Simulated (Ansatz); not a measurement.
# What a change does: single-point calculation on Si

System: Si (Fd-3m, 2 atoms in the cell).
Method of run 1: DFT r2SCAN, scalar-relativistic, plane waves, PAW, no spin polarisation (Ansatz 0.2.0).

Text and figures count atoms from 1; the logs count them from 0 in places.

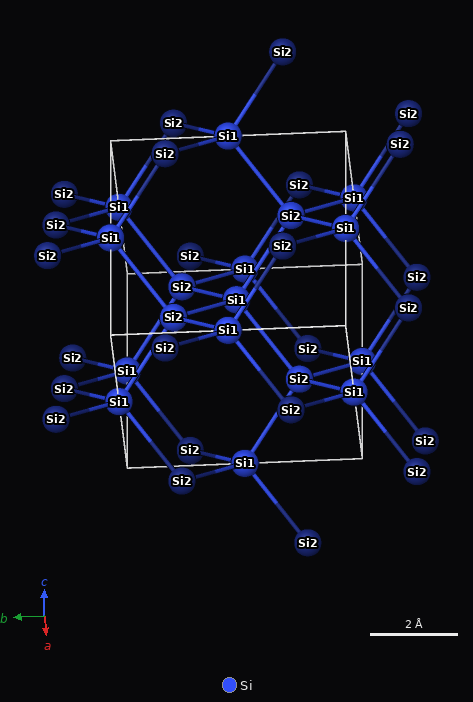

The structure as given in the input (ball-and-stick view of the cell 4 times as large as that of the calculation, set on its symmetry axes, seen at an oblique angle; neighbours outside the cell are drawn fainter; atoms are numbered from 1 in the order of the input).

## Input file, run 1
```yaml
crystal:
  lattice:
    - [0.0, 2.7357379431, 2.7357379431]
    - [2.7357379431, 0.0, 2.7357379431]
    - [2.7357379431, 2.7357379431, 0.0]
  atoms:
    - { symbol: Si, position: [0.5, 0.5, 0.5] }
    - { symbol: Si, position: [0.75, 0.75, 0.75] }
basis:
  ecutwfc: 600
  ecutrho_ratio: 5
kpoints:
  mp_grid: { grid: [14, 14, 14] }
hamiltonian:
  xc: r2scan
scf:
  occupations: { method: gaussian, width: 0.05 }
output:
  forces: true
  stress: true
  eigenvalues: true
```

Hardware: 2 threads of an x86-64 CPU, shared host.

## Output, shortened to warnings, some set-up lines, iterations and results (run 1)
```
Basis set: ecut = 600 eV, 1363 PW (Γ), exchange–correlation on 144×144×144 points (64 copies of the dense FFT grid, shifted against one another)
Symmetry: 48 space group operations
k-points: 104 of 2744
Initial density: superposition of atomic densities (neutral atoms: chi_scale 0, normalization atom), corrected by the library's trained network
[...]
SCF iter   1: F=—  HF=-1278.117564 eV  |F-HF|=—  |Δ(HF+E_count)|=         —  Δρ=3.10e-3  dr2=3.34e-3  dr2_τ=1.15e-2  ethr=1.77e-3  ⟨swp⟩=6.0  Hψ=7708  notcnv=0
SCF iter   2: F=—  HF=-1278.131697 eV  |F-HF|=—  |Δ(HF+E_count)|=   1.41e-2  Δρ=1.78e-3  dr2=9.16e-4  dr2_τ=5.04e-6  ethr=4.18e-5  ⟨swp⟩=2.0  Hψ=2496  notcnv=0
SCF iter   3: F=—  HF=-1278.131634 eV  |F-HF|=—  |Δ(HF+E_count)|=   6.23e-5  Δρ=1.67e-4  dr2=7.11e-6  dr2_τ=4.84e-7  ethr=1.15e-5  ⟨swp⟩=2.0  Hψ=1210  notcnv=0
SCF iter   4: F=—  HF=-1278.131643 eV  |F-HF|=—  |Δ(HF+E_count)|=   8.10e-6  Δρ=3.79e-5  dr2=1.83e-7  dr2_τ=3.49e-9  ethr=8.89e-8  ⟨swp⟩=2.2  Hψ=1251  notcnv=0
SCF iter   5: F=-1278.131643 eV  HF=-1278.131643 eV  |F-HF|=1.14e-8  |Δ(HF+E_count)|=   5.29e-7  Δρ=8.78e-6  dr2=1.73e-8  dr2_τ=2.09e-10  ethr=2.28e-9  ⟨swp⟩=2.0  Hψ=1248  …
SCF iter   6: F=-1278.131643 eV  HF=-1278.131643 eV  |F-HF|=1.80e-11  |Δ(HF+E_count)|=   1.32e-8  Δρ=3.27e-7  dr2=2.26e-11  dr2_τ=1.78e-13  ethr=2.17e-10  ⟨swp⟩=2.0  Hψ=2978  …
SCF 1 converged in 6 iterations: F = -1278.131643 eV  dr2 = 2.26e-11
SCF converged after 6 iterations
Free energy (F): -1278.131643 eV
Harris-Foulkes:  -1278.131643 eV  (|F-HF|=1.80e-11)
Internal energy: -1278.131643 eV  (E = F + TS)
E sigma→0 (E₀):  -1278.131643 eV
Fermi energy:    6.317452 eV
--- Per-component energies (eV) ---
  E_band       = 5.519047
  E_kinetic    = 80.298187
  E_local      = -54.664841  (includes V_loc(G=0)·N_el)
  E_nonlocal   = 49.792713
  E_hartree    = 15.157299
  E_xc         = -102.778631
  E_vxc        = -99.170732  (∫ρ·V_xc dr)
  E_paw        = -1038.954813  (= ΣΔE_a)
  E_vpaw       = -4.933852  (= ΣTr[D̂ρ^β])
  E_aug_tail   = 0.000001  (compensation charges beyond the density's cutoff)
  E_vtau       = 3.882964  (kinetic-family band-sum trace: ∫τ·v_τ [+ j·A + Jᵃ·Aᵃ] dr)
  E_ewald      = -226.828691
  E_core_change = -0.152866  (= ΣΔE_core)
  E_smearing   = -0.000000  (= −TS)
  E_closure    = 0.000000  (closes the sum)
  Σ components = -1278.131643   (vs F -1278.131643, Δ=0.00e0)
--- Forces (eV/Å), atoms counted from 1 ---
  atom   1  Si     0.00000000    -0.00000000    -0.00000000
  atom   2  Si     0.00000000    -0.00000000    -0.00000000
  max |Σ_I F_I| component: 1.85e-17 eV/Å
--- Stress (GPa, compression-positive) ---
       -1.408254      -0.000000      -0.000000
        0.000000      -1.408254       0.000000
       -0.000000       0.000000      -1.408254
  P = ⅓ Tr σ = -1.4083 GPa (-14.083 kbar)
```

The input of run 2 differs as follows (lines with − go, lines with + come):
```diff
-  mp_grid: { grid: [14, 14, 14] }
+  mp_grid: { grid: [6, 6, 6] }
-  xc: r2scan
+  xc: pbe
```

Predict how the results change.

The total energies belong to different methods, so their difference says nothing on which is more stable or more accurate. The gap on the mesh goes from 0.80 to 0.75 eV. The pressure goes from −1.41 to 0.00 GPa. The functional changes from r2SCAN to PBE. The number of SCF iterations is the same. The irreducible k-points go from 104 to 16.

## Output, shortened to warnings, some set-up lines, iterations and results (run 2)
```
Basis set: ecut = 600 eV, 1363 PW (Γ), exchange–correlation on 72×72×72 points (8 copies of the dense FFT grid, shifted against one another)
Symmetry: 48 space group operations
k-points: 16 of 216
Initial density: superposition of atomic densities (neutral atoms: chi_scale 0, normalization atom), corrected by the library's trained network
[...]
SCF iter   1: F=—  HF=-1271.596817 eV  |F-HF|=—  |Δ(HF+E_count)|=         —  Δρ=9.71e-4  dr2=1.97e-4  ethr=1.77e-3  ⟨swp⟩=5.9  Hψ=1138  notcnv=0
SCF iter   2: F=—  HF=-1271.597154 eV  |F-HF|=—  |Δ(HF+E_count)|=   3.37e-4  Δρ=4.19e-4  dr2=3.48e-5  ethr=2.47e-6  ⟨swp⟩=2.1  Hψ=322  notcnv=0
SCF iter   3: F=—  HF=-1271.597195 eV  |F-HF|=—  |Δ(HF+E_count)|=   4.02e-5  Δρ=7.70e-5  dr2=1.59e-6  ethr=4.35e-7  ⟨swp⟩=2.6  Hψ=197  notcnv=0
SCF iter   4: F=—  HF=-1271.597195 eV  |F-HF|=—  |Δ(HF+E_count)|=   8.89e-7  Δρ=2.18e-5  dr2=1.48e-7  ethr=1.98e-8  ⟨swp⟩=2.0  Hψ=192  notcnv=0
SCF iter   5: F=-1271.597195 eV  HF=-1271.597195 eV  |F-HF|=9.33e-10  |Δ(HF+E_count)|=   4.05e-8  Δρ=2.21e-6  dr2=9.34e-10  ethr=1.85e-9  ⟨swp⟩=2.3  Hψ=194  notcnv=0
SCF iter   6: F=-1271.597195 eV  HF=-1271.597195 eV  |F-HF|=4.77e-12  |Δ(HF+E_count)|=   1.33e-9  Δρ=3.62e-7  dr2=3.48e-11  ethr=1.17e-11  ⟨swp⟩=1.1  Hψ=389  notcnv=0
SCF 1 converged in 6 iterations: F = -1271.597195 eV  dr2 = 3.48e-11
SCF converged after 6 iterations
Free energy (F): -1271.597195 eV
Harris-Foulkes:  -1271.597195 eV  (|F-HF|=4.77e-12)
Internal energy: -1271.597195 eV  (E = F + TS)
E sigma→0 (E₀):  -1271.597195 eV
Fermi energy:    6.376985 eV
--- Per-component energies (eV) ---
  E_band       = 8.048824
  E_kinetic    = 80.217012
  E_local      = -56.276719  (includes V_loc(G=0)·N_el)
  E_nonlocal   = 51.712404
  E_hartree    = 15.244799
  E_xc         = -110.115818
  E_vxc        = -93.149354  (∫ρ·V_xc dr)
  E_paw        = -1025.550185  (= ΣΔE_a)
  E_vpaw       = -4.944147  (= ΣTr[D̂ρ^β])
  E_aug_tail   = 0.000001  (compensation charges beyond the density's cutoff)
  E_ewald      = -226.828691
  E_smearing   = -0.000000  (= −TS)
  E_closure    = 0.000000  (closes the sum)
  Σ components = -1271.597195   (vs F -1271.597195, Δ=0.00e0)
--- Forces (eV/Å), atoms counted from 1 ---
  atom   1  Si    -0.00000000    -0.00000000     0.00000000
  atom   2  Si    -0.00000000     0.00000000    -0.00000000
  max |Σ_I F_I| component: 1.85e-17 eV/Å
--- Stress (GPa, compression-positive) ---
       -0.002375       0.000000      -0.000000
        0.000000      -0.002375      -0.000000
       -0.000000       0.000000      -0.002375
  P = ⅓ Tr σ = -0.0024 GPa (-0.024 kbar)
```

## The two runs side by side

```tsv
quantity	run 1	run 2
outcome	converged	converged
free energy per atom (eV)	−639.0658	−635.7986
gap on the mesh (eV)	0.80	0.75
pressure (GPa)	−1.41	0.00
largest force (eV/Å)	0.000	0.000
SCF iterations	6	6
irreducible k-points	104	16
plane waves at Γ	1363	1363
wall time (shared host)	10 s	1.6 s
```
